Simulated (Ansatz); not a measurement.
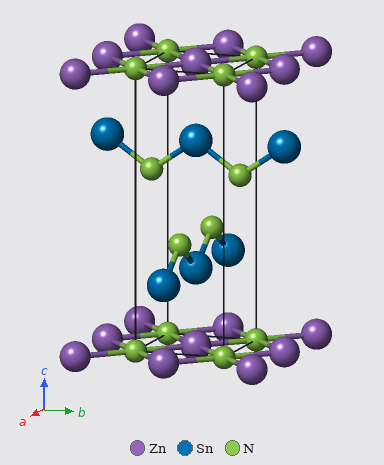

Drawn in the ball-and-stick manner and seen slightly off an axis. The outline marks the conventional unit cell. Every bond is drawn to its end, so some atoms lie outside the box. Cell: a = 3.26 Å, b = 3.26 Å, c = 10.00 Å, α = 90.00°, β = 90.00°, γ = 90.00°.

The initial geometry was a random cell made by a generator, so it need not be a real form of the compound. Earlier steps of the study may have refined or changed the cell and positions. It went into a calculation with Ansatz.

> Notes on the structure:

The structure is one of ZnSn2N3. It belongs to space group P-4m2 (No. 115) and has a primitive tetragonal lattice. Atoms per cell: 6 (1 Zn, 2 Sn, 3 N). The coordination shell of Zn holds four N in a square planar arrangement at about 2.3 Å. Sn is linked to two N in a bent arrangement at about 2.0 Å. N takes two kinds of site: 1a with four Zn in a square planar arrangement at about 2.3 Å; 2g with two Sn in a bent arrangement at about 2.0 Å. Not all metal-metal contacts are counted.

Method used: DFT PBE, scalar-relativistic, plane waves, PAW (Ansatz 0.2.0). It ran with a basis cut at 420 eV, Brillouin-zone sampling on a 12×12×4 mesh, Gaussian smearing of 0.1 eV, no spin polarisation.

> Does it come out as a metal, or with a gap?

A metal: bands cross the Fermi level.

> List the Bader charges.

Zn +0.78 e; Sn +1.17 e; N -1.04 e.

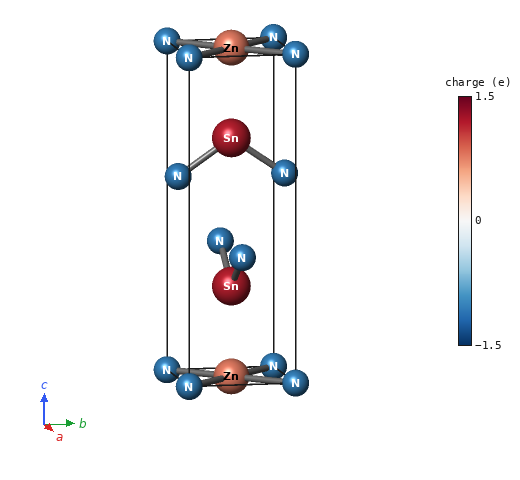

The atoms coloured by those charges. The run's cell of 6 atoms is drawn.

> Is this an equilibrium geometry for the method given?

Yes. All forces vanish to within 0.01 eV/Å. The pressure is 0.0 GPa, close to zero.
